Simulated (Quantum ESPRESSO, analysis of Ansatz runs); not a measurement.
**A hop of F in MgF2 (P4_2/mnm), charge −1 (Quantum ESPRESSO)**

Wanted: path and barrier of a jump of F in MgF2 (P4_2/mnm) at charge −1. The case: F_i by the interstitialcy path, in a cell of 72 host atoms with 1 F put in.

Calculated with Quantum ESPRESSO 7.5; Quantum ESPRESSO plane-wave DFT, PBEsol, GBRV 1.5 PBEsol potentials; nudged elastic band between two relaxed defect structures at fixed charge in a uniform background.

### Step 1. The starting structure

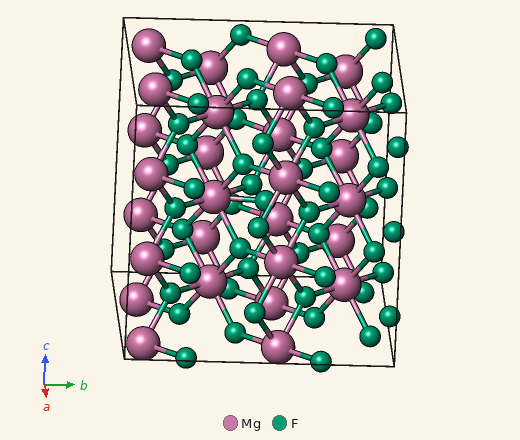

The cell as given, slightly off an axis (magnesium pink, fluorine teal). Bonds to atoms that aren't drawn are left out. Some periodic images of atoms are drawn too.

The cell holds 73 atoms: 24 Mg and 49 F. Cell: a = 9.195 Å, b = 9.195 Å, c = 9.131 Å, α = 90.0°, β = 90.0°, γ = 90.0°. It derives from MgF2 (space group P4_2/mnm). Nearest the centre at fractional (0.194, 0.421, 0.169): F73 at 0.89 Å, F6 at 0.89 Å, Mg1 at 1.63 Å, F9 at 2.15 Å, F3 at 2.20 Å, Mg26 at 2.41 Å, Mg20 at 2.47 Å, F22 at 2.49 Å. The cell carries charge −1.

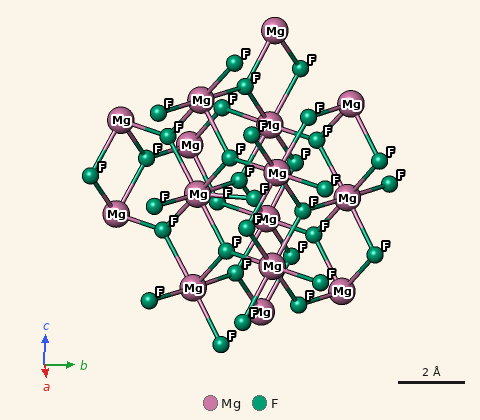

The atoms within 5 Å of the centre.

The cell's shortest repeat is 9.1 Å.

### Step 2. Relaxation of the start point, charge −1

The ends come first: from an unrelaxed start the top is counted from too high an energy, and the barrier comes out too low. Small random displacements break the symmetry of the ideal sites, so that the defect can distort if it gains by it. The charge of −1 is set by the electron count, and a uniform background keeps the cell neutral.

pw.in reads:

```
&CONTROL
  calculation = 'relax'
  prefix = 'pwscf'
  outdir = './tmp'
  pseudo_dir = './pseudo'
  tprnfor = .true.
  disk_io = 'low'
  nstep = 70
  forc_conv_thr = 0.0012
  etot_conv_thr = 0.0001
/
&SYSTEM
  ibrav = 0
  nat = 73
  ntyp = 2
  ecutwfc = 36
  ecutrho = 288
  nbnd = 296
  occupations = 'fixed'
  tot_charge = -1
  nosym = .true.
/
&ELECTRONS
  conv_thr = 7d-08
  electron_maxstep = 100
  mixing_beta = 0.5
/
&IONS
  ion_dynamics = 'bfgs'
/
ATOMIC_SPECIES
Mg    24.3050 mg_pbesol_v1.4.uspp.F.UPF
F     18.9984 f_pbesol_v1.4.uspp.F.UPF
CELL_PARAMETERS angstrom
   9.1949209707    0.0000000000    0.0000000000
   0.0000000000    9.1949209707    0.0000000000
   0.0000000000    0.0000000000    9.1306547926
ATOMIC_POSITIONS crystal
Mg     0.2500098987    0.2524039264    0.1644452254
Mg     0.0000000000    0.0000000000    0.0000000000
F      0.3486812712    0.3516038964   -0.0011317025
F      0.3991220454    0.1003865612    0.1680185953
F      0.1518231518    0.1482156957   -0.0001025864
F      0.0999787726    0.3986821414    0.1657156894
Mg     0.2478932736    0.2485710758    0.4979448271
Mg     0.0000000000    0.0000000000    0.3333333333
F      0.3487462135    0.3483027503    0.3300630260
F      0.4014560471    0.0985439529    0.5000000000
F      0.1487977924    0.1506260620    0.3316214191
F      0.0968516922    0.4036756742    0.4982985727
Mg     0.2498999071    0.2527219111    0.8315245279
Mg     0.0000000000    0.0000000000    0.6666666667
F      0.3485439529    0.3485439529    0.6666666667
F      0.4014560471    0.0985439529    0.8333333333
F      0.1514560471    0.1514560471    0.6666666667
F      0.0956081658    0.4016384583    0.8347549710
Mg     0.2491344851    0.7531309586    0.1663595563
Mg     0.0012629979    0.5027229040   -0.0012879274
F      0.3485439529    0.8485439529    0.0000000000
F      0.3985556539    0.5971286816    0.1661839735
F      0.1529464554    0.6533551537   -0.0022102368
F      0.0985439529    0.9014560471    0.1666666667
Mg     0.2500000000    0.7500000000    0.5000000000
Mg     0.0026541529    0.4987402531    0.3319043564
F      0.3485439529    0.8485439529    0.3333333333
F      0.3993951074    0.6009368134    0.4991746174
F      0.1508871591    0.6482435273    0.3332998762
F      0.0985439529    0.9014560471    0.5000000000
Mg     0.2500000000    0.7500000000    0.8333333333
Mg     0.0000000000    0.5000000000    0.6666666667
F      0.3485439529    0.8485439529    0.6666666667
F      0.3984995922    0.5981016793    0.8320169260
F      0.1514560471    0.6514560471    0.6666666667
F      0.0985439529    0.9014560471    0.8333333333
Mg     0.7500000000    0.2500000000    0.1666666667
Mg     0.5000000000    0.0000000000    0.0000000000
F      0.8486499067    0.3453777128    0.0007856953
F      0.9014560471    0.0985439529    0.1666666667
F      0.6514560471    0.1514560471    0.0000000000
F      0.5957397649    0.3998679179    0.1671795609
Mg     0.7500000000    0.2500000000    0.5000000000
Mg     0.5000000000    0.0000000000    0.3333333333
F      0.8487592156    0.3460176443    0.3354011852
F      0.9014560471    0.0985439529    0.5000000000
F      0.6514560471    0.1514560471    0.3333333333
F      0.5985439529    0.4014560471    0.5000000000
Mg     0.7500000000    0.2500000000    0.8333333333
Mg     0.5000000000    0.0000000000    0.6666666667
F      0.8485439529    0.3485439529    0.6666666667
F      0.9014560471    0.0985439529    0.8333333333
F      0.6514560471    0.1514560471    0.6666666667
F      0.5985439529    0.4014560471    0.8333333333
Mg     0.7500000000    0.7500000000    0.1666666667
Mg     0.4989741286    0.4971417259    0.0012012401
F      0.8485439529    0.8485439529    0.0000000000
F      0.9035175090    0.5960994066    0.1660143507
F      0.6514560471    0.6514560471    0.0000000000
F      0.5985439529    0.9014560471    0.1666666667
Mg     0.7500000000    0.7500000000    0.5000000000
Mg     0.4970900436    0.4985401070    0.3335490534
F      0.8485439529    0.8485439529    0.3333333333
F      0.9014560471    0.5985439529    0.5000000000
F      0.6514560471    0.6514560471    0.3333333333
F      0.5985439529    0.9014560471    0.5000000000
Mg     0.7500000000    0.7500000000    0.8333333333
Mg     0.5000000000    0.5000000000    0.6666666667
F      0.8485439529    0.8485439529    0.6666666667
F      0.9014560471    0.5985439529    0.8333333333
F      0.6514560471    0.6514560471    0.6666666667
F      0.5985439529    0.9014560471    0.8333333333
F      0.2879447023    0.4404413566    0.1681496511
K_POINTS gamma
```

Run with:

```bash
OMP_NUM_THREADS=1 mpirun -n 4 pw.x -in pw.in > pw.out
```

The program printed:

```text
[shortened: banners, details of potentials and solvers, and blank lines are left out]
     gamma-point specific algorithms are used
     one sub-group per band group will be used
     scalapack distributed-memory algorithm (size of sub-group:  2*  2 procs)
     bravais-lattice index     =            0
     lattice parameter (alat)  =      17.3759  a.u.
     unit-cell volume          =    5209.4818 (a.u.)^3
     number of atoms/cell      =           73
     number of atomic types    =            2
     number of electrons       =       584.00
     number of Kohn-Sham states=          296
     kinetic-energy cutoff     =      36.0000  Ry
     charge density cutoff     =     288.0000  Ry
     scf convergence threshold =      7.0E-08
     mixing beta               =       0.5000
     number of iterations used =            8  plain     mixing
     energy convergence thresh.=      1.0E-04
     force convergence thresh. =      1.2E-03
     Exchange-correlation= SLA  PW   PSX  PSC
                           (   1   4  10   8   0   0   0)
     nstep                     =           70
     crystal axes: (cart. coord. in units of alat)
               a(1) = (   1.000000   0.000000   0.000000 )
               a(2) = (   0.000000   1.000000   0.000000 )
               a(3) = (   0.000000   0.000000   0.993011 )
     PseudoPot. # 1 for Mg read from file:
     mg_pbesol_v1.4.uspp.F.UPF
     Pseudo is Ultrasoft, Zval = 10.0
[...]
PseudoPot. # 2 for F  read from file:
     f_pbesol_v1.4.uspp.F.UPF
     Pseudo is Ultrasoft, Zval =  7.0
     atomic species   valence    mass     pseudopotential
     Mg               10.00    24.30500     Mg( 1.00)
     F                 7.00    18.99840     F ( 1.00)
     No symmetry found
     site n.     atom                  positions (alat units)
         1        Mg     tau(   1) = (   0.2500099   0.2524039   0.1632959  )
         2        Mg     tau(   2) = (   0.0000000   0.0000000   0.0000000  )
         3        F      tau(   3) = (   0.3486813   0.3516039  -0.0011238  )
         4        F      tau(   4) = (   0.3991220   0.1003866   0.1668443  )
         5        F      tau(   5) = (   0.1518232   0.1482157  -0.0001019  )
         6        F      tau(   6) = (   0.0999788   0.3986821   0.1645575  )
         7        Mg     tau(   7) = (   0.2478933   0.2485711   0.4944645  )
         8        Mg     tau(   8) = (   0.0000000   0.0000000   0.3310036  )
[...]
number of k points=     1
                       cart. coord. in units 2pi/alat
        k(    1) = (   0.0000000   0.0000000   0.0000000), wk =   2.0000000
     Dense  grid:   214989 G-vectors     FFT dimensions: (  96,  96,  96)
     Smooth grid:    75957 G-vectors     FFT dimensions: (  72,  72,  72)
     starting charge     575.7945, renormalised to     584.0000
     Self-consistent Calculation
     iteration #  1     ecut=    36.00 Ry     beta= 0.50
     total energy              =   -5388.59220414 Ry
     estimated scf accuracy    <       4.97028554 Ry
     iteration #  2     ecut=    36.00 Ry     beta= 0.50
     total energy              =   -5388.77719794 Ry
     estimated scf accuracy    <       3.12375737 Ry
     iteration #  3     ecut=    36.00 Ry     beta= 0.50
     total energy              =   -5389.88666359 Ry
     estimated scf accuracy    <       1.04104752 Ry
[...]
[... 190 further cycles ...]
[...]
estimated scf accuracy    <       0.00000029 Ry
     iteration #  4     ecut=    36.00 Ry     beta= 0.50
     total energy              =   -5390.43482859 Ry
     estimated scf accuracy    <       0.00000004 Ry
     iteration #  5     ecut=    36.00 Ry     beta= 0.50
     total energy              =   -5390.43482859 Ry
     estimated scf accuracy    <          1.8E-09 Ry
     iteration #  6     ecut=    36.00 Ry     beta= 0.50
     End of self-consistent calculation
          k = 0.0000 0.0000 0.0000 (  9503 PWs)   bands (ev):
   -68.2081 -68.1757 -68.1613 -68.1187 -68.1185 -68.1075 -68.0982 -68.0924
   -68.0902 -68.0871 -68.0858 -68.0786 -68.0756 -68.0743 -68.0736 -68.0704
   -68.0691 -68.0691 -68.0674 -68.0632 -67.9609 -67.9587 -67.9311 -67.9284
   -35.2046 -35.1732 -35.1668 -35.1648 -35.1647 -35.1578 -35.1509 -35.1480
   -35.1330 -35.1133 -35.1079 -35.1051 -35.1033 -35.0992 -35.0978 -35.0972
   -35.0936 -35.0922 -35.0861 -35.0857 -35.0856 -35.0814 -35.0785 -35.0777
   -35.0768 -35.0760 -35.0751 -35.0742 -35.0719 -35.0713 -35.0676 -35.0666
   -35.0653 -35.0648 -35.0644 -35.0618 -35.0614 -35.0610 -35.0601 -35.0576
[...]
highest occupied, lowest unoccupied level (ev):     3.3906    9.4683
!    total energy              =   -5390.43482859 Ry
     estimated scf accuracy    <          1.8E-10 Ry
     The total energy is the sum of the following terms:
     one-electron contribution =   -3327.41826932 Ry
     hartree contribution      =    1863.87652813 Ry
     xc contribution           =    -857.74805718 Ry
     ewald contribution        =   -3069.14503023 Ry
     convergence has been achieved in   6 iterations
     Forces acting on atoms (cartesian axes, Ry/au):
     atom    1 type  1   force =    -0.00052466   -0.00009470    0.00013196
     atom    2 type  1   force =     0.00022364    0.00037533   -0.00004548
     atom    3 type  2   force =    -0.00062801    0.00016869   -0.00004217
     atom    4 type  2   force =    -0.00001990   -0.00006490   -0.00000893
     atom    5 type  2   force =    -0.00026163   -0.00016458   -0.00045465
     atom    6 type  2   force =     0.00003712   -0.00063886    0.00003340
     atom    7 type  1   force =    -0.00020359    0.00037302   -0.00090702
     atom    8 type  1   force =     0.00017097    0.00031138    0.00012936
[...]
Total force =     0.005159     Total SCF correction =     0.000036
     Energy error            =      5.6E-05 Ry
     Gradient error          =      1.3E-03 Ry/Bohr
     number of scf cycles    =  31
     number of bfgs steps    =  30
     energy             old  =   -5390.4347727573 Ry
     energy             new  =   -5390.4348285929 Ry
     CASE: energy            _new < energy            _old
     new trust radius        =       0.0125794030 bohr
     new conv_thr            =       0.0000000007 Ry
ATOMIC_POSITIONS (crystal)
Mg               0.2573385814        0.2700493459        0.1668620279
Mg               0.0011472317       -0.0038490189        0.0035173300
F                0.3647381323        0.3284533312       -0.0170215962
F                0.3965584097        0.1001978399        0.1664713570
F                0.1508334657        0.1516843884        0.0025730354
F                0.0763450840        0.3887598034        0.1662902600
Mg               0.2475908798        0.2423006919        0.5012397619
Mg               0.0009985139       -0.0040118691        0.3293933423
[...]
Self-consistent Calculation
     iteration #  1     ecut=    36.00 Ry     beta= 0.50
     total energy              =   -5390.43487047 Ry
     estimated scf accuracy    <       0.00003386 Ry
     iteration #  2     ecut=    36.00 Ry     beta= 0.50
     total energy              =   -5390.43487140 Ry
     estimated scf accuracy    <       0.00000448 Ry
     iteration #  3     ecut=    36.00 Ry     beta= 0.50
     total energy              =   -5390.43487186 Ry
     estimated scf accuracy    <       0.00000028 Ry
     iteration #  4     ecut=    36.00 Ry     beta= 0.50
     total energy              =   -5390.43487190 Ry
     estimated scf accuracy    <       0.00000004 Ry
     iteration #  5     ecut=    36.00 Ry     beta= 0.50
     total energy              =   -5390.43487190 Ry
     estimated scf accuracy    <          1.6E-09 Ry
     iteration #  6     ecut=    36.00 Ry     beta= 0.50
     End of self-consistent calculation
          k = 0.0000 0.0000 0.0000 (  9503 PWs)   bands (ev):
   -68.2032 -68.1716 -68.1619 -68.1201 -68.1201 -68.1081 -68.0971 -68.0887
   -68.0868 -68.0864 -68.0856 -68.0808 -68.0761 -68.0753 -68.0722 -68.0706
   -68.0696 -68.0690 -68.0684 -68.0631 -67.9608 -67.9586 -67.9344 -67.9321
   -35.1999 -35.1681 -35.1622 -35.1607 -35.1607 -35.1539 -35.1515 -35.1486
   -35.1334 -35.1145 -35.1093 -35.1067 -35.1042 -35.1002 -35.0979 -35.0959
   -35.0935 -35.0921 -35.0867 -35.0860 -35.0849 -35.0798 -35.0782 -35.0776
   -35.0772 -35.0748 -35.0740 -35.0732 -35.0711 -35.0710 -35.0683 -35.0668
   -35.0646 -35.0639 -35.0635 -35.0628 -35.0613 -35.0606 -35.0592 -35.0573
[...]
highest occupied, lowest unoccupied level (ev):     3.3978    9.4685
!    total energy              =   -5390.43487190 Ry
     estimated scf accuracy    <          1.6E-10 Ry
     The total energy is the sum of the following terms:
     one-electron contribution =   -3327.54904914 Ry
     hartree contribution      =    1863.94251719 Ry
     xc contribution           =    -857.74884275 Ry
     ewald contribution        =   -3069.07949721 Ry
     convergence has been achieved in   6 iterations
     Forces acting on atoms (cartesian axes, Ry/au):
     atom    1 type  1   force =    -0.00054207    0.00041258    0.00010825
     atom    2 type  1   force =     0.00005803    0.00039689   -0.00046645
     atom    3 type  2   force =    -0.00057110    0.00010575   -0.00025505
     atom    4 type  2   force =    -0.00008589   -0.00028799    0.00000687
     atom    5 type  2   force =    -0.00045833   -0.00053930   -0.00032309
     atom    6 type  2   force =     0.00004321   -0.00055375    0.00002452
     atom    7 type  1   force =    -0.00010939    0.00045470   -0.00079888
     atom    8 type  1   force =    -0.00005482    0.00030036    0.00048259
[...]
Total force =     0.004518     Total SCF correction =     0.000035
     Energy error            =      4.3E-05 Ry
     Gradient error          =      8.8E-04 Ry/Bohr
     bfgs converged in  32 scf cycles and  31 bfgs steps
     (criteria: energy <  1.0E-04 Ry, force <  1.2E-03 Ry/Bohr)
     End of BFGS Geometry Optimization
     Final energy             =   -5390.4348719042 Ry
Begin final coordinates
ATOMIC_POSITIONS (crystal)
Mg               0.2573385814        0.2700493459        0.1668620279
Mg               0.0011472317       -0.0038490189        0.0035173300
F                0.3647381323        0.3284533312       -0.0170215962
F                0.3965584097        0.1001978399        0.1664713570
F                0.1508334657        0.1516843884        0.0025730354
F                0.0763450840        0.3887598034        0.1662902600
Mg               0.2475908798        0.2423006919        0.5012397619
Mg               0.0009985139       -0.0040118691        0.3293933423
[...]
End final coordinates
   JOB DONE.
```

Wall time 14 min (4 MPI ranks of Arm Neoverse V1, shared host); peak memory 1.4 GiB.

Relaxation path (22 of 32):

| step | energy less that of the first step (eV) |
| --- | --- |
| 0 | 0.0000 |
| 1 | -4.7674 |
| 3 | -7.1919 |
| 4 | -7.4110 |
| 6 | -7.6287 |
| 7 | -7.6936 |
| 9 | -7.7813 |
| 10 | -7.8187 |
| 12 | -7.8714 |
| 13 | -7.8892 |
| 15 | -7.9155 |
| 16 | -7.9244 |
| 18 | -7.9346 |
| 19 | -7.9376 |
| 21 | -7.9429 |
| 22 | -7.9449 |
| 24 | -7.9484 |
| 25 | -7.9502 |
| 27 | -7.9531 |
| 28 | -7.9541 |
| 30 | -7.9558 |
| 31 | -7.9564 |

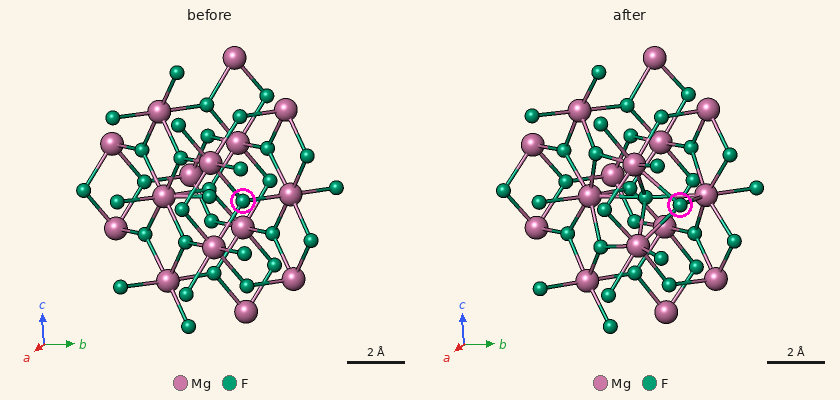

Before and after: the atoms that start within 5 Å of the centre. F22, which moves most, is ringed if it is among them.

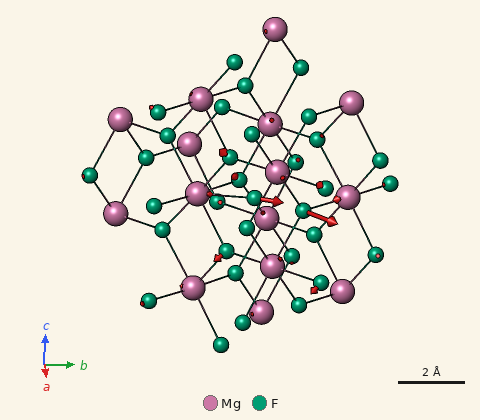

Displacements in the relaxation near the centre, exaggerated; the longest in the cell stands for 1.08 Å.

The atoms that moved most (Å):

```
atom      dx      dy      dz  length
 F22   0.799   0.732  -0.020   1.084
 F73   0.279   0.581   0.008   0.644
  F9   0.160  -0.204   0.191   0.322
  F3   0.148  -0.213  -0.145   0.297
 F59   0.155  -0.163  -0.140   0.265
Mg19   0.146  -0.205   0.001   0.251
 F65   0.135  -0.153   0.128   0.241
  F6  -0.217  -0.091   0.005   0.236
```

Neighbours of F73 at the end:

```
atom  distance (Å)
Mg62         2.146
Mg19         2.147
Mg56         2.181
 F22         2.213
 Mg1         2.219
  F9         2.370
  F3         2.379
  F6         2.463
```

Numbers from this step:

- highest filled level: 3.398 eV
- lowest empty level: 9.468 eV
- r.m.s. move of the farther half of the atoms: 0.08836 Å
- largest move from the ideal geometry of this structure, a common shift of the far atoms taken out: 1.077 Å

The relaxation gained 7.956 eV and ended with a largest force component of 0.023 eV/Å.

(Part 1 of 3 ends here.)

[Logs are printed without paths, hosts, clocks, repeated set-up lines and the standing remarks that a program may print on its own settings, such as how far it seeks lower states.]

[Hosts, paths, dates, database ids (printed as entryN), source tags and the programs' standing remarks are cut or masked in the printed files.]
